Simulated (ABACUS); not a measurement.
Run report: CdTe, band-structure run (part 2 of 2)

CdTe (F-43m, 2 atoms in the cell); Kohn-Sham DFT of a periodic cell, PBE, Ansatz NC PBE, no spin polarisation (ABACUS 3.10.1); cutoff 1129.27 eV, fermi-dirac of 0.05 eV. The structure derives from an entry of the Crystallography Open Database. It belongs to a series of runs on one base structure; here: bands on the converged density.

Geometry of the input (Å; fractional positions):
```
-3.2050  0.0000  3.2050
0.0000  3.2050  3.2050
-3.2050  3.2050  0.0000
Te 0.2500  0.2500  0.2500
Cd 0.0000  0.0000  0.0000
```

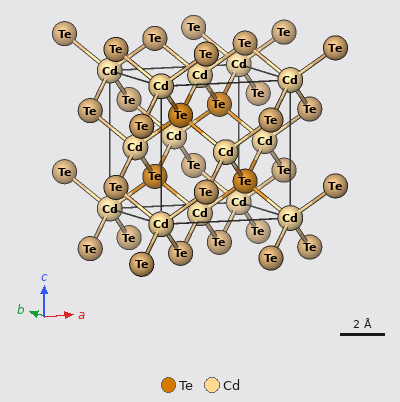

*The structure (ball-and-stick view of the cell 4 times as large as that of the calculation, set on its symmetry axes, seen slightly off an axis; neighbours outside the cell are drawn fainter).*

Output, continued:
```
 k(1/102) Iter steps (avg)=14 threshold=1e-07
 k(2/102) Iter steps (avg)=13 threshold=1e-07
 k(3/102) Iter steps (avg)=13 threshold=1e-07
 k(4/102) Iter steps (avg)=13 threshold=1e-07
 k(5/102) Iter steps (avg)=14 threshold=1e-07
 k(6/102) Iter steps (avg)=15 threshold=1e-07
 k(7/102) Iter steps (avg)=18 threshold=1e-07
 k(8/102) Iter steps (avg)=22 threshold=1e-07
 k(9/102) Iter steps (avg)=28 threshold=1e-07
 k(10/102) Iter steps (avg)=20 threshold=1e-07
 k(11/102) Iter steps (avg)=18 threshold=1e-07
 k(12/102) Iter steps (avg)=20 threshold=1e-07
 k(13/102) Iter steps (avg)=16 threshold=1e-07
 k(14/102) Iter steps (avg)=20 threshold=1e-07
 k(15/102) Iter steps (avg)=24 threshold=1e-07
 k(16/102) Iter steps (avg)=24 threshold=1e-07
 k(17/102) Iter steps (avg)=23 threshold=1e-07
 k(18/102) Iter steps (avg)=27 threshold=1e-07
 k(19/102) Iter steps (avg)=25 threshold=1e-07
 k(20/102) Iter steps (avg)=26 threshold=1e-07
 k(21/102) Iter steps (avg)=25 threshold=1e-07
 k(22/102) Iter steps (avg)=22 threshold=1e-07
 k(23/102) Iter steps (avg)=20 threshold=1e-07
 k(24/102) Iter steps (avg)=20 threshold=1e-07
 k(25/102) Iter steps (avg)=18 threshold=1e-07
 k(26/102) Iter steps (avg)=18 threshold=1e-07
[... levels at 26 k points of this process ...]

 Density error is 0.00000000000
                          Error Threshold = 1.00000000000e-07
----------------------------------------------------------
     Energy           Rydberg                 eV
----------------------------------------------------------
 E_KohnSham     -568.2737173562      -7731.7605796851
 E_KS(sigma->0) -568.2737168458      -7731.7605727417
 E_Harris       -568.2737173562      -7731.7605796851
 E_band         -56.8002290610       -772.8067629342
 E_one_elec     -365.3725942879      -4971.1491753582
 E_Hartree      191.1835907359       2601.1861981085
 E_xc           -103.4162944015      -1407.0508699061
 E_Ewald        -290.6684183819      -3954.7467186424
 E_entropy(-TS) -0.0000010207        -0.0000138869
 E_descf        0.0000000000         0.0000000000
 E_exx          0.0000000000         0.0000000000
 E_Fermi        0.6253822982         8.5087626840
----------------------------------------------------------

 charge density convergence is achieved
 final etot is -7731.7605797 eV
 EFERMI = 8.5087626840 eV

 STATE ENERGY(eV) AND OCCUPATIONS    NSPIN == 1
 1/26 kpoint (Cartesian) = 0.0000 0.0000 0.0000 (5769 pws)
       1       -94.1753      0.0196078
       2       -55.2280      0.0196078
       3       -55.2280      0.0196078
       4       -55.2280      0.0196078
       5       -28.0552      0.0196078
       6       -28.0552      0.0196078
       7       -28.0552      0.0196078
       8       -28.0464      0.0196078
       9       -28.0464      0.0196078
      10       -3.33342      0.0196078
      11      -0.367905      0.0196078
      12      -0.367905      0.0196078
      13      -0.367905      0.0196078
      14     -0.0825720      0.0196078
      15     -0.0825720      0.0196078
      16        8.03575      0.0196063
      17        8.03575      0.0196063
      18        8.03575      0.0196063
      19        8.90553    7.01440e-06
      20        12.6297    3.15371e-38
      21        12.6297    3.15371e-38
      22        12.6297    3.15371e-38
      23        15.5333    1.89592e-63
      24        17.5682    4.01071e-81
      25        17.5682    4.01070e-81
      26        18.1049    8.74008e-86
      27        18.1049    8.74005e-86
      28        18.1049    8.74003e-86

 2/26 kpoint (Cartesian) = -0.015601 0.0000 0.0000 (5701 pws)
       1       -94.1753      0.0196078
       2       -55.2280      0.0196078
       3       -55.2280      0.0196078
       4       -55.2280      0.0196078
       5       -28.0552      0.0196078
       6       -28.0552      0.0196078
       7       -28.0552      0.0196078
       8       -28.0464      0.0196078
       9       -28.0464      0.0196078
      10       -3.31943      0.0196078
      11      -0.363946      0.0196078
      12      -0.363946      0.0196078
      13      -0.360631      0.0196078
      14     -0.0839478      0.0196078
      15     -0.0817613      0.0196078
      16        7.67348      0.0196078
      17        7.96288      0.0196075
      18        7.96288      0.0196075
      19        9.27578    4.26817e-09
      20        12.4970    4.48044e-37
      21        12.7338    3.93038e-39
      22        12.7338    3.93038e-39
      23        15.7344    3.39730e-65
      24        16.9402    1.14362e-75
      25        17.5894    2.62598e-81
      26        18.1748    2.15704e-86
      27        18.1748    2.15703e-86
      28        18.6207        0.00000

 3/26 kpoint (Cartesian) = -0.031201 0.0000 0.0000 (5717 pws)
       1       -94.1753      0.0196078
       2       -55.2280      0.0196078
       3       -55.2280      0.0196078
       4       -55.2280      0.0196078
       5       -28.0553      0.0196078
       6       -28.0551      0.0196078
       7       -28.0551      0.0196078
       8       -28.0464      0.0196078
       9       -28.0463      0.0196078
      10       -3.27878      0.0196078
      11      -0.352359      0.0196078
      12      -0.352359      0.0196078
      13      -0.338293      0.0196078
      14     -0.0875641      0.0196078
      15     -0.0794235      0.0196078
      16        7.08100      0.0196078
      17        7.76546      0.0196078
      18        7.76546      0.0196078
      19        9.88126    2.35015e-14
      20        12.1856    2.27062e-34
      21        13.0251    1.15775e-41
      22        13.0251    1.15774e-41
      23        16.0078    1.43324e-67
      24        16.3992    5.71618e-71
      25        17.6527    7.39999e-82
      26        18.3841    3.28181e-88
      27        18.3841    3.28181e-88
      28        19.1170        0.00000

 4/26 kpoint (Cartesian) = -0.046802 0.0000 0.0000 (5709 pws)
       1       -94.1753      0.0196078
       2       -55.2280      0.0196078
       3       -55.2280      0.0196078
       4       -55.2280      0.0196078
       5       -28.0553      0.0196078
       6       -28.0551      0.0196078
       7       -28.0551      0.0196078
       8       -28.0464      0.0196078
       9       -28.0463      0.0196078
      10       -3.21540      0.0196078
      11      -0.333939      0.0196078
      12      -0.333939      0.0196078
      13      -0.300040      0.0196078
      14     -0.0912443      0.0196078
      15     -0.0757764      0.0196078
      16        6.47283      0.0196078
      17        7.49029      0.0196078
      18        7.49029      0.0196078
      19        10.4685    1.86481e-19
      20        11.8266    2.97838e-31
      21        13.4578    2.02126e-45
      22        13.4578    2.02125e-45
      23        15.4070    2.37420e-62
      24        17.0587    1.06741e-76
      25        17.7575    9.09864e-83
      26        18.7307        0.00000
      27        18.7307        0.00000
      28        19.5015        0.00000

 5/26 kpoint (Cartesian) = -0.062402 0.0000 0.0000 (5697 pws)
       1       -94.1753      0.0196078
       2       -55.2280      0.0196078
       3       -55.2280      0.0196078
       4       -55.2280      0.0196078
       5       -28.0554      0.0196078
       6       -28.0550      0.0196078
       7       -28.0550      0.0196078
       8       -28.0464      0.0196078
       9       -28.0462      0.0196078
      10       -3.13563      0.0196078
      11      -0.310053      0.0196078
      12      -0.310053      0.0196078
      13      -0.248573      0.0196078
      14     -0.0880099      0.0196078
      15     -0.0711814      0.0196078
      16        5.87924      0.0196078
      17        7.18358      0.0196078
      18        7.18358      0.0196078
      19        10.9153    2.45331e-23
      20        11.5108    1.64937e-28
      21        13.9873    5.08827e-50
      22        13.9873    5.08827e-50
      23        14.9731    1.39276e-58
      24        17.9022    5.03392e-84
      25        17.9053    4.73376e-84
      26        19.2102        0.00000
      27        19.2102        0.00000
      28        19.8937        0.00000

 6/26 kpoint (Cartesian) = -0.078003 0.0000 0.0000 (5694 pws)
       1       -94.1753      0.0196078
       2       -55.2280      0.0196078
       3       -55.2280      0.0196078
       4       -55.2280      0.0196078
       5       -28.0555      0.0196078
       6       -28.0549      0.0196078
       7       -28.0549      0.0196078
       8       -28.0465      0.0196078
       9       -28.0461      0.0196078
      10       -3.04775      0.0196078
      11      -0.282648      0.0196078
      12      -0.282648      0.0196078
      13      -0.202711      0.0196078
      14     -0.0660796      0.0196078
      15     -0.0548998      0.0196078
      16        5.31201      0.0196078
      17        6.88037      0.0196078
      18        6.88037      0.0196078
      19        11.0114    3.58970e-24
      20        11.3719    2.65409e-27
      21        14.5813    3.52701e-55
      22        14.5813    3.52700e-55
      23        14.8832    8.40626e-58
      24        18.0837    1.33463e-85
      25        18.8108        0.00000
      26        19.8145        0.00000
      27        19.8145        0.00000
      28        20.3617        0.00000

[... levels at 20 further k points ...]

 --------------------------------------------
 !FINAL_ETOT_IS -7731.760579685139 eV
 --------------------------------------------

 Output bands in file: OUT.CdTe/BANDS_1.dat
```

Standard output:
```
ABACUS v3.10.1

               Atomic-orbital Based Ab-initio Computation at UStc

%%%%%%%%%%%%%%%%%%%%%%%%%%%%%%%%%%%%%%%%%%%%%%%%%%%%%%%%%%%%%%%%%%%%%%%%%%%%%%%%%%%%%%%%%%%%%%%%%%%%%%%%%
 Warning: the number of valence electrons in pseudopotential > 6 for Te: [Kr] 4d10 5s2 5p4
 Warning: the number of valence electrons in pseudopotential > 12 for Cd: [Kr] 4d10 5s2
 Pseudopotentials with additional electrons can yield (more) accurate outcomes, but may be less efficient.
 If you're confident that your chosen pseudopotential is appropriate, you can safely ignore this warning.
%%%%%%%%%%%%%%%%%%%%%%%%%%%%%%%%%%%%%%%%%%%%%%%%%%%%%%%%%%%%%%%%%%%%%%%%%%%%%%%%%%%%%%%%%%%%%%%%%%%%%%%%%

 UNIFORM GRID DIM        : 50 * 50 * 50
 UNIFORM GRID DIM(BIG)   : 50 * 50 * 50
 ---------------------------------------------------------
 ---------------------------------------------------------
 SPIN    KPOINTS         PROCESSORS  THREADS
 1       102             4           4
 ---------------------------------------------------------
 Use plane wave basis
 ---------------------------------------------------------
 ELEMENT NATOM       XC
 Te      1
 Cd      1
 ---------------------------------------------------------
 Initial plane wave basis and FFT box
 ---------------------------------------------------------
 -------------------------------------------
 NONSELF-CONSISTENT :
 -------------------------------------------
 START CHARGE      : file
 ITER       ETOT/eV          EDIFF/eV         DRHO     TIME/s
 DA1     -7.73176058e+03   0.00000000e+00   0.0000e+00  24.92
```
